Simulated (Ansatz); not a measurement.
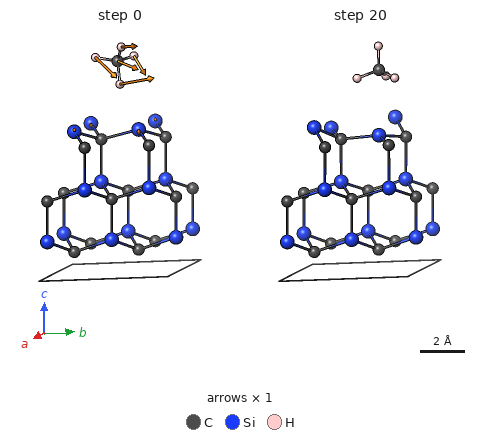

The structure of a slab of composition Si12H4C13 (cut from the F-43m phase) before (left) and after (right) a constrained relaxation, at one scale. The orange arrows give the displacements, at their true length.

A ball-and-stick model of the cell of the calculation, outlined in the plane, without the vacuum (origin shifted), seen slightly off an axis.

Case: 1 CH4 a cell, upright, over a bridge C-Si site. The slab is the (1 1 1) face of SiC with CH4 on it. 12 atoms are held fixed.

Theory: Ansatz, DFT PBE+D3(BJ), scalar-relativistic, plane waves, PAW.

Input file:
```yaml
crystal:
  lattice:
    - [6.1499993378, 0.0, 0.0]
    - [-3.0749996689, 5.3260556598, 0.0]
    - [0.0, 0.0, 25.424235111]
  atoms:
    - { symbol: C, position: [0.5, 0.0, 0.3146604004] }
    - { symbol: C, position: [0.5, 0.5, 0.3146604004] }
    - { symbol: C, position: [0.0, 0.0, 0.3146604004] }
    - { symbol: C, position: [0.0, 0.5, 0.3146604004] }
    - { symbol: Si, position: [0.1666666667, 0.8333333333, 0.3393487215] }
    - { symbol: Si, position: [0.1666666667, 0.3333333333, 0.3393487215] }
    - { symbol: Si, position: [0.6666666667, 0.8333333333, 0.3393487215] }
    - { symbol: Si, position: [0.6666666667, 0.3333333333, 0.3393487215] }
    - { symbol: C, position: [0.6666666667, 0.8333333333, 0.4134136846] }
    - { symbol: C, position: [0.6666666667, 0.3333333333, 0.4134136846] }
    - { symbol: C, position: [0.1666666667, 0.8333333333, 0.4134136846] }
    - { symbol: C, position: [0.1666666667, 0.3333333333, 0.4134136846] }
    - { symbol: Si, position: [0.3333333333, 0.6666666667, 0.4363089778] }
    - { symbol: Si, position: [0.3333333333, 0.1666666667, 0.4363089778] }
    - { symbol: Si, position: [0.8333333333, 0.6666666667, 0.4363089778] }
    - { symbol: Si, position: [0.8333333333, 0.1666666667, 0.4363089778] }
    - { symbol: C, position: [0.8333333333, 0.6666666667, 0.5136910548] }
    - { symbol: C, position: [0.8333333333, 0.1666666667, 0.5136910548] }
    - { symbol: C, position: [0.3333333333, 0.6666666667, 0.5136910548] }
    - { symbol: C, position: [0.3333333333, 0.1666666667, 0.5136910548] }
    - { symbol: Si, position: [0.5, 0.5, 0.5340602852] }
    - { symbol: Si, position: [0.5, 0.0, 0.5340602852] }
    - { symbol: Si, position: [0.0, 0.5, 0.5340602852] }
    - { symbol: Si, position: [0.0, 0.0, 0.5340602852] }
    - { symbol: C, position: [0.8327134892, 0.7932570293, 0.6554130019] }
    - { symbol: H, position: [0.9841629457, 0.860404061, 0.6852978734] }
    - { symbol: H, position: [0.7241852274, 0.8912974596, 0.6608684266] }
    - { symbol: H, position: [0.9166666667, 0.8333333333, 0.6154786638] }
    - { symbol: H, position: [0.7058919546, 0.5880242972, 0.6599991772] }
basis:
  ecutwfc: 420
kpoints:
  mp_grid: { grid: [3, 3, 1] }
hamiltonian:
  xc: pbe
  dispersion: d3bj
scf:
  occupations: { method: gaussian, width: 0.05 }
output:
  forces: true
  eigenvalues: true
  write_density: true
  write_potential: true
  elf: true
  volumetric_format: npy
relax:
  adjacent_minimum: "off"
  f_tol: 0.04
  max_steps: 100
  constraints: [{ sites: [0, 1, 2, 3, 4, 5, 6, 7, 8, 9, 10, 11] }]
efield:
  axis: 3
  dipole_correction: true
  ramp_width: 0.04
```

Launched with:
```bash
ansatz run input.yaml --threads 2 --pin off --max-ram 5120MiB --backend cpu --events-out ev --progress --plain --runs-dir out
```

### What changed between the two?

H28 moves most: 1.90 Å at 77° to the normal (+c side). By element the largest moves are H 1.90 Å, C 1.19 Å, Si 0.27 Å. The cell stays as it was. Some distances before and after: C18–Si24 1.849 → 1.799 Å, C17–Si23 1.849 → 1.896 Å, C17–Si24 1.849 → 1.809 Å, C18–Si22 1.849 → 1.889 Å. Bond angles that change, for instance: Si15–C17–Si24 106.3° → 97.2°, Si13–C19–Si21 106.3° → 98.1°, Si15–C17–Si21 106.3° → 98.8°. After 17 accepted moves (20 points after the start) the energy has fallen by 0.249 eV per cell of the calculation. The largest force component goes from 0.69 to 0.02 eV/Å. The line search rejected the trial step at point 10 of the run. 2 steps only repeated the SCF at the same geometry. The forces were under the threshold at step 16, but the run went on from there. Cost: 11 min on 2 threads of Arm Neoverse V1, on a shared host, peak memory 1.2 GiB.

Limits of the set-up: the periodic images lie only 6.1 Å apart, so the values are limited by the cell's size.
